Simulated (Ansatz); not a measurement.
**GaN (interface cell): density, localisation and related maps**

Input

```
crystal:
  lattice:
    - [3.2162589205, 0.0, 0.0]
    - [0.0, 4.5484769855, 0.0]
    - [0.0, 0.0, 12.8650356821]
  atoms:
    - { symbol: Ga, position: [0.0, 0.0, 0.0] }
    - { symbol: "N", position: [0.0, 0.25, 0.125] }
    - { symbol: Ga, position: [0.5, 0.5, 0.125] }
    - { symbol: "N", position: [0.5, 0.75, 0.0] }
    - { symbol: Ga, position: [0.0, 0.0, 0.25] }
    - { symbol: "N", position: [0.0, 0.25, 0.375] }
    - { symbol: Ga, position: [0.5, 0.5, 0.375] }
    - { symbol: "N", position: [0.5, 0.75, 0.25] }
    - { symbol: "N", position: [0.0, 0.0, 0.5] }
    - { symbol: Ga, position: [0.0, 0.25, 0.625] }
    - { symbol: "N", position: [0.5, 0.5, 0.625] }
    - { symbol: Ga, position: [0.5, 0.75, 0.5] }
    - { symbol: "N", position: [0.0, 0.0, 0.75] }
    - { symbol: Ga, position: [0.0, 0.25, 0.875] }
    - { symbol: "N", position: [0.5, 0.5, 0.875] }
    - { symbol: Ga, position: [0.5, 0.75, 0.75] }
basis:
  ecutwfc: 420
kpoints:
  mp_grid: { grid: [8, 6, 2] }
hamiltonian:
  xc: pbe
scf:
  occupations: { method: gaussian, width: 0.05 }
output:
  forces: true
  stress: true
  eigenvalues: true
  populations: true
  write_density: true
  write_potential: true
  elf: true
  volumetric_format: npy
relax:
  adjacent_minimum: "off"
  f_tol: 0.02
  max_steps: 45
  cell: { fix: [a, b, alpha, beta, gamma], stress_tol: 0.1 }
```

Run with:

```sh
ansatz run input.yaml --threads 2 --pin off --max-ram 5120MiB --backend cpu --events-out ev --progress --plain --runs-dir out
```

The fields are those of the run's last geometry, not of the input's.

Computed pressure about 2 GPa in this cell.

These are results of DFT PBE, scalar-relativistic, plane waves, PAW in Ansatz, not measurements.

The density is the valence pseudo-density of a PAW calculation; it isn't the true density close to the nuclei.

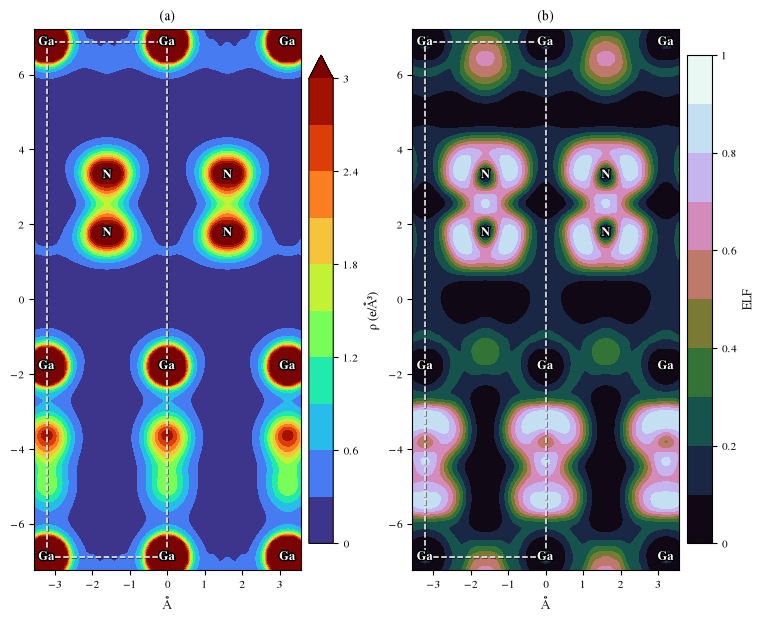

Figure 1. (a) valence charge density (pseudo); (b) electron localisation function on the (011) plane of the calculation cell.

Question: What do the fields say about this system?

Answer:
- The plane passes through Ga and N nuclei.
- Atoms just off the plane (N, 0.4 Å away) can leave unmarked features too.
- N–N (1.54 Å): ρ is about 1.6 e/Å³ halfway; the ELF peaks at about 0.85 between the atoms; a covalent bond.
- Between the atoms the lowest density in this plane is 0.003 e/Å³.

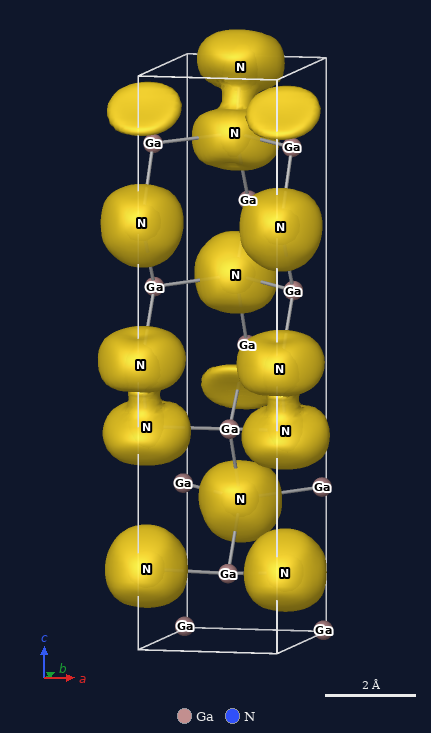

Figure 2. Isosurface of the electron localisation function at 0.65 (yellow), seen slightly off an axis. Only the valence region is drawn (cores and ρ < 0.01 e/Å³ removed). Sticks mark near contacts.

Question: Describe the localisation domains.

Answer: The ELF exceeds this value in two regions between bonded Ga–Ga atoms (shared pairs), two regions between bonded N–N atoms (shared pairs) and four regions wrapped around N (the valence shell of each), counted in one cell of 16 atoms. Any copies at cell faces, edges or corners count once. Profiles from the grid: Ga–N (1.95 Å): the ELF peaks at about 0.85 in the valence shell of N, 0.7 Å from its nucleus, and is about 0.45 at the midpoint.

Question: Does the calculation make it a metal, or give it a gap?

Answer: It is gapped, with a Kohn–Sham gap of 0.91 eV on the k-point mesh, an upper bound to the gap of this method.
